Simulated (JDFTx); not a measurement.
**Geometry relaxation of Si**

System: Si (2 atoms in the cell).
Method: Kohn-Sham DFT of a periodic cell, LDA, PseudoDojo-SR-LDA-0.4.1-standard, no spin polarisation (JDFTx 1.7.0 (patched build)).

The structure derives from a Materials Project entry. It belongs to a series of runs on one base structure; here: relaxed cell strained by 0.01 in Voigt component 1.

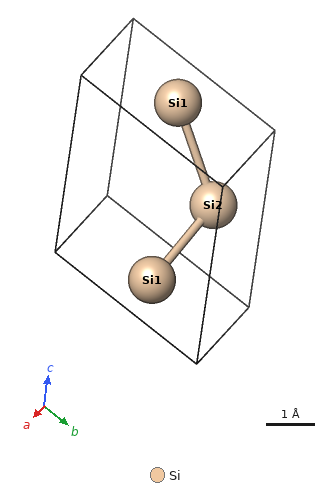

The starting structure (ball-and-stick view of the reduced cell, seen slightly off an axis; atoms are numbered from 1 in the order of the input).

Summary:

| quantity | value |
| --- | --- |
| outcome | converged |
| space group (tolerance 0.01 Å) | I4₁/amd (141) |
| electrons treated | 8 |
| free energy | −217.7544 eV |
| Fermi energy | 6.379 eV |
| gap on the k-point mesh | 0.46 eV |
| pressure | −0.94 GPa |
| final volume | 39.62 Å³ |
| largest force (length of the vector) | under 0.001 eV/Å |
| hardware | 1 thread of Arm Neoverse V1, 24 GiB of memory available, shared host |
| wall time | 27 s |
| peak memory | 0.09 GiB |

The input:
```
lattice \
    0.0000000000     5.1473841977     5.1473841977 \
    5.0964199978     0.0000000000     5.0964199978 \
    5.0964199978     5.0964199978     0.0000000000
coords-type Lattice
ion Si     0.5000000000     0.5000000000     0.5000000000 1
ion Si     0.7500000000     0.7500000000     0.7500000000 1

ion-species pseudo/Si.upf
elec-cutoff 16 128
elec-ex-corr lda-PW
kpoint-folding 8 8 8
elec-smearing Fermi 0.0018374661
elec-n-bands 9
electronic-SCF nIterations 100 energyDiffThreshold 1e-10
electronic-minimize nIterations 30 energyDiffThreshold 1e-7
forces-output-coords Cartesian
ionic-minimize nIterations 20 energyDiffThreshold 1e-8 knormThreshold 2e-5

dump-name run.$VAR
dump End Ecomponents EigStats BandEigs Kpoints Forces Stress
```

Command:
```bash
jdftx -c 1 -i Si.in -o Si.out
```

The program's output:
```
*************** JDFTx 1.7.0 (patched build) ***************

Input parsed successfully to the following command list (including defaults):
[... the input with its defaults ...]

---------- Setting up symmetries ----------

Non-trivial transmission matrix:
[   1   0   0  ]
[   0   1   0  ]
[   0  -1   1  ]
with reduced lattice vectors:
[      0.000000      0.000000      5.147384  ]
[      5.096420     -5.096420      5.096420  ]
[      5.096420      5.096420      0.000000  ]

Found 16 point-group symmetries of the bravais lattice
Found 16 space-group symmetries with basis
Applied RMS atom displacement 0 bohrs to make symmetries exact.

---------- Initializing the Grid ----------
R =
[            0      5.14738      5.14738  ]
[      5.09642            0      5.09642  ]
[      5.09642      5.09642            0  ]
unit cell volume = 267.391
G =
[  -0.610328   0.616431   0.616431  ]
[   0.610328  -0.616431   0.616431  ]
[   0.610328   0.616431  -0.616431  ]
Minimum fftbox size, Smin = [  40  40  40  ]
Chosen fftbox size, S = [  40  40  40  ]

---------- Initializing tighter grid for wavefunction operations ----------
R =
[            0      5.14738      5.14738  ]
[      5.09642            0      5.09642  ]
[      5.09642      5.09642            0  ]
unit cell volume = 267.391
G =
[  -0.610328   0.616431   0.616431  ]
[   0.610328  -0.616431   0.616431  ]
[   0.610328   0.616431  -0.616431  ]
Minimum fftbox size, Smin = [  28  28  28  ]
Chosen fftbox size, S = [  28  28  28  ]

---------- Exchange Correlation functional ----------
Initalized Slater LDA exchange.
Initalized Perdew-Wang LDA correlation.

---------- Setting up pseudopotentials ----------
Width of ionic core gaussian charges (only for fluid interactions / plotting) set to 0

Reading pseudopotential file 'pseudo/Si.upf':
  'Si' pseudopotential, 'SLA  PW   NOGX NOGC' functional
  Generated using ONCVPSP code by D. R. Hamann
  4 valence electrons, 2 orbitals, 6 projectors, 1001 radial grid points, with lMax = 2
    3S    l: 0   occupation:  2.0   eigenvalue: -0.399800
    3P    l: 1   occupation:  2.0   eigenvalue: -0.152981
  Core radius for overlap checks: 1.86 bohrs.

Initialized 1 species with 2 total atoms.

Folded 1 k-points by 8x8x8 to 512 k-points.

---------- Setting up k-points, bands, fillings ----------
Reduced to 59 k-points under symmetry.
Computing the number of bands and number of electrons
Calculating initial fillings.
nElectrons:   8.000000   nBands: 9   nStates: 59

----- Setting up reduced wavefunction bases (one per k-point) -----
average nbasis = 817.029 , ideal nbasis = 817.374

---------- Setting up ewald sum ----------
Optimum gaussian width for ewald sums = 2.322390 bohr.
Real space sum over 1331 unit cells with max indices [  5  5  5  ]
Reciprocal space sum over 2197 terms with max indices [  6  6  6  ]

---------- Allocating electronic variables ----------
Initializing wave functions:  linear combination of atomic orbitals
Note: number of bands (9) exceeds available atomic orbitals (8)
Si pseudo-atom occupations:   s ( 2 )  p ( 2 )
	FillingsUpdate:  mu: +0.270693669  nElectrons: 8.000000
LCAOMinimize: Iter:   0  F: -7.9381340197385928  |grad|_K:  8.223e-05  alpha:  1.000e+00
	FillingsUpdate:  mu: +0.270487775  nElectrons: 8.000000
LCAOMinimize: Iter:   1  F: -7.9381491559256565  |grad|_K:  1.393e-06  alpha:  9.365e-01  linmin:  4.353e-02  cgtest: -9.581e-02
	FillingsUpdate:  mu: +0.270488541  nElectrons: 8.000000
LCAOMinimize: Iter:   2  F: -7.9381491604769296  |grad|_K:  1.346e-07  alpha:  9.917e-01  linmin:  4.159e-04  cgtest:  1.119e-01
LCAOMinimize: Encountered beta<0, resetting CG.
	FillingsUpdate:  mu: +0.270488912  nElectrons: 8.000000
LCAOMinimize: Iter:   3  F: -7.9381491605174173  |grad|_K:  2.103e-09  alpha:  9.343e-01  linmin: -9.990e-04  cgtest:  2.117e-03
LCAOMinimize: Converged (|Delta F|<1.000000e-06 for 2 iters).

-------- Electronic minimization -----------
Will mix electronic density at each iteration.
	FillingsUpdate:  mu: +0.270488912  nElectrons: 8.000000
	FillingsUpdate:  mu: +0.226889612  nElectrons: 8.000000
SCF: Cycle:  0   F: -7.999859078992784   dF: -6.171e-02   |Residual|: 6.541e-02   |deigs|: 1.350e-01
	FillingsUpdate:  mu: +0.228831928  nElectrons: 8.000000
SCF: Cycle:  1   F: -8.001720005145637   dF: -1.861e-03   |Residual|: 3.833e-02   |deigs|: 9.828e-03
	FillingsUpdate:  mu: +0.234785720  nElectrons: 8.000000
SCF: Cycle:  2   F: -8.002314719112031   dF: -5.947e-04   |Residual|: 7.133e-03   |deigs|: 6.297e-03
	FillingsUpdate:  mu: +0.233813029  nElectrons: 8.000000
SCF: Cycle:  3   F: -8.002321241780221   dF: -6.523e-06   |Residual|: 2.977e-03   |deigs|: 1.999e-03
	FillingsUpdate:  mu: +0.234366776  nElectrons: 8.000000
SCF: Cycle:  4   F: -8.002325675432671   dF: -4.434e-06   |Residual|: 2.790e-04   |deigs|: 6.702e-04
	FillingsUpdate:  mu: +0.234428102  nElectrons: 8.000000
SCF: Cycle:  5   F: -8.002325879150165   dF: -2.037e-07   |Residual|: 1.604e-04   |deigs|: 3.221e-04
	FillingsUpdate:  mu: +0.234404756  nElectrons: 8.000000
SCF: Cycle:  6   F: -8.002325960500892   dF: -8.135e-08   |Residual|: 4.195e-05   |deigs|: 2.885e-04
	FillingsUpdate:  mu: +0.234414608  nElectrons: 8.000000
SCF: Cycle:  7   F: -8.002325979243718   dF: -1.874e-08   |Residual|: 3.655e-05   |deigs|: 2.128e-04
	FillingsUpdate:  mu: +0.234409624  nElectrons: 8.000000
SCF: Cycle:  8   F: -8.002325987891108   dF: -8.647e-09   |Residual|: 2.076e-06   |deigs|: 2.056e-04
	FillingsUpdate:  mu: +0.234409578  nElectrons: 8.000000
SCF: Cycle:  9   F: -8.002325989812521   dF: -1.921e-09   |Residual|: 1.147e-06   |deigs|: 1.487e-04
	FillingsUpdate:  mu: +0.234409832  nElectrons: 8.000000
SCF: Cycle: 10   F: -8.002325990879610   dF: -1.067e-09   |Residual|: 2.028e-06   |deigs|: 2.115e-04
	FillingsUpdate:  mu: +0.234409536  nElectrons: 8.000000
SCF: Cycle: 11   F: -8.002325991090778   dF: -2.112e-10   |Residual|: 1.238e-07   |deigs|: 1.116e-04
	FillingsUpdate:  mu: +0.234409528  nElectrons: 8.000000
SCF: Cycle: 12   F: -8.002325991212848   dF: -1.221e-10   |Residual|: 9.176e-08   |deigs|: 1.725e-04
	FillingsUpdate:  mu: +0.234409519  nElectrons: 8.000000
SCF: Cycle: 13   F: -8.002325991235626   dF: -2.278e-11   |Residual|: 3.231e-08   |deigs|: 1.192e-04
SCF: Converged (|Residual|<1.000000e-07 for 2 iters).

Setting wave functions to eigenvectors of Hamiltonian

# Stress tensor in Cartesian coordinates [Eh/a0^3]:
[  5.43335e-05            0            0  ]
[            0  2.08872e-05            0  ]
[            0            0  2.08872e-05  ]

# Ionic positions in lattice coordinates:
ion Si   0.500000000000000   0.500000000000000   0.500000000000000 1
ion Si   0.750000000000000   0.750000000000000   0.750000000000000 1

# Forces in Cartesian coordinates:
force Si  -0.000000000000000   0.000000000000000  -0.000000000000000 1
force Si  -0.000000000000000  -0.000000000000000  -0.000000000000000 1

# Energy components:
   Eewald =       -8.4279428560184240
       EH =        0.5434675567511635
     Eloc =       -1.9431527177144778
      Enl =        1.3150928392718748
      Exc =       -3.1050192340077554
 Exc_core =        0.5228418213312916
       KE =        3.0923895855004080
-------------------------------------
     Etot =       -8.0023230048859180
       TS =        0.0000029863497087
-------------------------------------
        F =       -8.0023259912356259

IonicMinimize: Iter:   0  F: -8.002325991235626  |grad|_K:  6.949e-36
IonicMinimize: Converged (|grad|_K<2.000000e-05).

#--- Lowdin population analysis ---
# oxidation-state Si +0.036 +0.036

Dumping 'run.eigStats' ...
	eMin: -0.216326 at state 0 ( [ +0.000000 +0.000000 +0.000000 ] spin 0 )
	HOMO: +0.226735 at state 0 ( [ +0.000000 +0.000000 +0.000000 ] spin 0 )
	mu  : +0.234410
	LUMO: +0.243566 at state 49 ( [ +0.375000 +0.000000 +0.375000 ] spin 0 )
	eMax: +0.636870 at state 4 ( [ +0.000000 +0.000000 +0.500000 ] spin 0 )
	HOMO-LUMO gap: +0.016831
	Optical gap  : +0.092019 at state 0 ( [ +0.000000 +0.000000 +0.000000 ] spin 0 )
Done!
```
